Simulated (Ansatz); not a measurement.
## Energy of ZnO along a strain of the cell

System: ZnO (4 atoms in the cell).
Method: DFT PBE+D3(BJ), scalar-relativistic, plane waves, PAW, no spin polarisation (Ansatz 0.2.0).

The 6 runs differ only in the geometry, by a strain of the cell at fixed fractional positions. Against run 3, the strain is εxx = −0.99 η and εyy = η. The structure derives from a Materials Project entry.

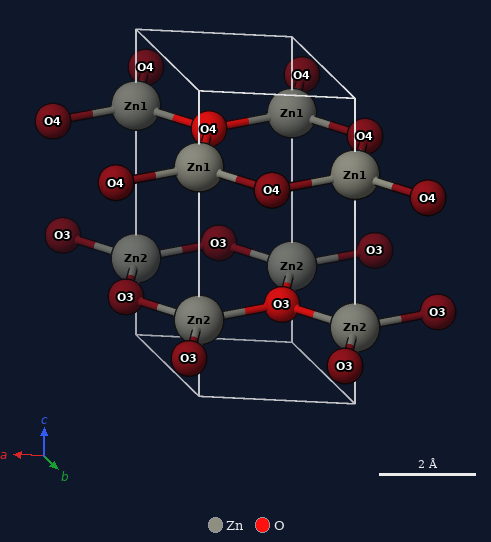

Figure 1. The structure of run 3 (ball-and-stick view of the cell of the calculation, seen at an oblique angle; neighbours outside the cell are drawn fainter; atoms are numbered from 1 in the order of the input).

## Input of run 3
```yaml
crystal:
  lattice:
    - [3.3044069945, 0.0, 0.0]
    - [-1.6522034972, 2.8332257708, 0.0]
    - [0.0, 0.0, 7.13044135]
  atoms:
    - { symbol: Zn, position: [0.0, 0.0, 0.75] }
    - { symbol: Zn, position: [0.0, 0.0, 0.25] }
    - { symbol: O, position: [0.3333333333, 0.6666666667, 0.25] }
    - { symbol: O, position: [0.6666666667, 0.3333333333, 0.75] }
basis:
  ecutwfc: 420
kpoints:
  mp_grid: { grid: [9, 9, 4] }
hamiltonian:
  xc: pbe
  dispersion: d3bj
scf:
  occupations: { method: gaussian, width: 0.05 }
output:
  forces: true
  stress: true
  eigenvalues: true
```

Command:
```bash
ansatz run input.yaml --threads 1 --pin off --max-ram 1228MiB --backend cpu --events-out ev --progress --plain --runs-dir out
```

Run 5 differs from it as follows:
```diff
-    - [3.3044069945, 0.0, 0.0]
-    - [-1.6522034972, 2.8332257708, 0.0]
+    - [3.2386476513, 0.0, 0.0]
+    - [-1.6193238256, 2.8901750325, 0.0]
```

## Results, with one run withheld

```csv
run,strain parameter η (%),"free energy per atom, from the lowest run given (meV)",pressure (GPa),gap on the mesh (eV)
1,−1.5075,7.85,−2.12,0.76
2,−1.0050,4.16,−2.21,0.78
3,0.0000,0.00,−2.32,0.81
4,1.5075,1.53,−2.28,0.79
5,2.0101,?,?,?
6,2.5126,7.57,−2.13,0.75
```

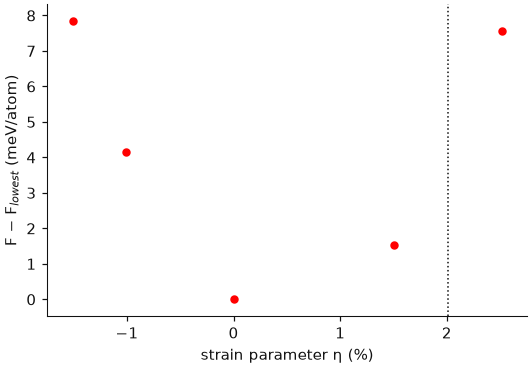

Figure 2. Free energy per atom of the runs given; the dotted line marks run 5.

Estimate the energy of run 5 from the others.

A cubic polynomial in the coordinate, fitted to the 5 runs given, misses them by under 0.01 meV per atom. With x = η − 0.3015, it reads F = −0.43383 − 0.81075 x + 2.0471 x² − 0.01964 x³ (meV per atom). At run 5 it gives 4.06 meV per atom, and the run itself gives 4.06. The fit has its minimum at η = 0.5001 %. The gap on the mesh lies between 0.75 eV (run 6) and 0.81 eV (run 3); run 5 has 0.77 eV. These are gaps of this functional on this mesh, which can miss the band edges; they aren't the measured gap.

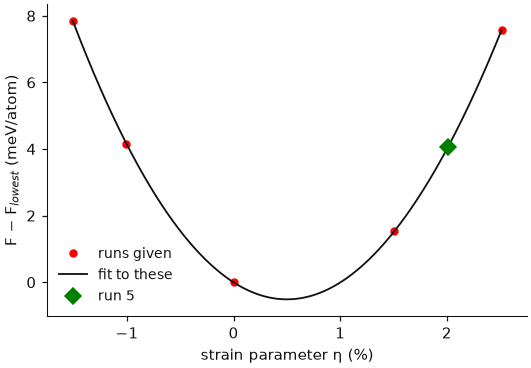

Figure 3. The fit and the withheld run.

## Output, shortened to warnings, some set-up lines, iterations and results (run 5)
```
Basis set: ecut = 420 eV, 1319 PW (Γ), exchange–correlation on 48×48×96 points (8 copies of the dense FFT grid, shifted against one another)
Symmetry: 8 space group operations
k-points: 75 of 324
Initial density: superposition of atomic densities (neutral atoms: chi_scale 0, normalization atom), corrected by the library's trained network
[...]
SCF iter   1: F=—  HF=-7773.419212 eV  |F-HF|=—  |Δ(HF+E_count)|=         —  Δρ=3.84e-3  dr2=4.38e-3  ethr=1.77e-3  ⟨swp⟩=5.9  Hψ=7169  notcnv=0
SCF iter   2: F=—  HF=-7773.420325 eV  |F-HF|=—  |Δ(HF+E_count)|=   1.11e-3  Δρ=1.30e-3  dr2=3.25e-4  ethr=1.22e-5  ⟨swp⟩=2.0  Hψ=3648  notcnv=0
SCF iter   3: F=—  HF=-7773.420255 eV  |F-HF|=—  |Δ(HF+E_count)|=   6.98e-5  Δρ=9.02e-4  dr2=2.61e-4  ethr=9.02e-7  ⟨swp⟩=2.0  Hψ=2850  notcnv=0
SCF iter   4: F=—  HF=-7773.420262 eV  |F-HF|=—  |Δ(HF+E_count)|=   7.05e-6  Δρ=1.19e-4  dr2=1.37e-5  ethr=7.25e-7  ⟨swp⟩=2.5  Hψ=2796  notcnv=0
SCF iter   5: F=—  HF=-7773.420344 eV  |F-HF|=—  |Δ(HF+E_count)|=   8.16e-5  Δρ=7.51e-5  dr2=5.34e-6  ethr=3.82e-8  ⟨swp⟩=2.6  Hψ=2906  notcnv=0
SCF iter   6: F=—  HF=-7773.420349 eV  |F-HF|=—  |Δ(HF+E_count)|=   5.07e-6  Δρ=3.92e-5  dr2=9.20e-7  ethr=1.48e-8  ⟨swp⟩=2.0  Hψ=2921  notcnv=0
SCF iter   7: F=-7773.420349 eV  HF=-7773.420349 eV  |F-HF|=6.47e-8  |Δ(HF+E_count)|=   5.10e-8  Δρ=1.17e-5  dr2=6.08e-8  ethr=2.78e-10  ⟨swp⟩=3.0  Hψ=7398  notcnv=0
SCF 1 converged in 7 iterations: F = -7773.420349 eV  dr2 = 6.08e-8
SCF converged after 7 iterations
Free energy (F): -7773.420349 eV
Harris-Foulkes:  -7773.420349 eV  (|F-HF|=6.47e-8)
Internal energy: -7773.420349 eV  (E = F + TS)
E sigma→0 (E₀):  -7773.420349 eV
Fermi energy:    3.982586 eV
--- Per-component energies (eV) ---
  E_band       = -67.631475
  E_kinetic    = 607.922829
  E_local      = -4922.958932  (includes V_loc(G=0)·N_el)
  E_nonlocal   = 1331.522363
  E_hartree    = 2038.327361
  E_xc         = -418.556837
  E_vxc        = -287.701630  (∫ρ·V_xc dr)
  E_paw        = -3976.743965  (= ΣΔE_a)
  E_vpaw       = -873.069542  (= ΣTr[D̂ρ^β])
  E_aug_tail   = 0.004208  (compensation charges beyond the density's cutoff)
  E_ewald      = -2432.314137
  E_disp       = -0.623240  (pairwise vdW)
  E_smearing   = -0.000000  (= −TS)
  E_closure    = -0.000000  (closes the sum)
  Σ components = -7773.420349   (vs F -7773.420349, Δ=0.00e0)
--- Forces (eV/Å), atoms counted from 1 ---
  atom   1  Zn    -0.00000000    -0.34182834    -0.00000000
  atom   2  Zn     0.00000000     0.34182834     0.00000000
  atom   3  O     -0.00000000    -0.33199023    -0.00000000
  atom   4  O      0.00000000     0.33199023     0.00000000
  max |Σ_I F_I| component: 5.55e-17 eV/Å
--- Stress (GPa, compression-positive) ---
        0.388415      -0.000000      -0.000000
       -0.000000      -5.489851      -0.000000
       -0.000000      -0.000000      -1.552220
  P = ⅓ Tr σ = -2.2179 GPa (-22.179 kbar)
```
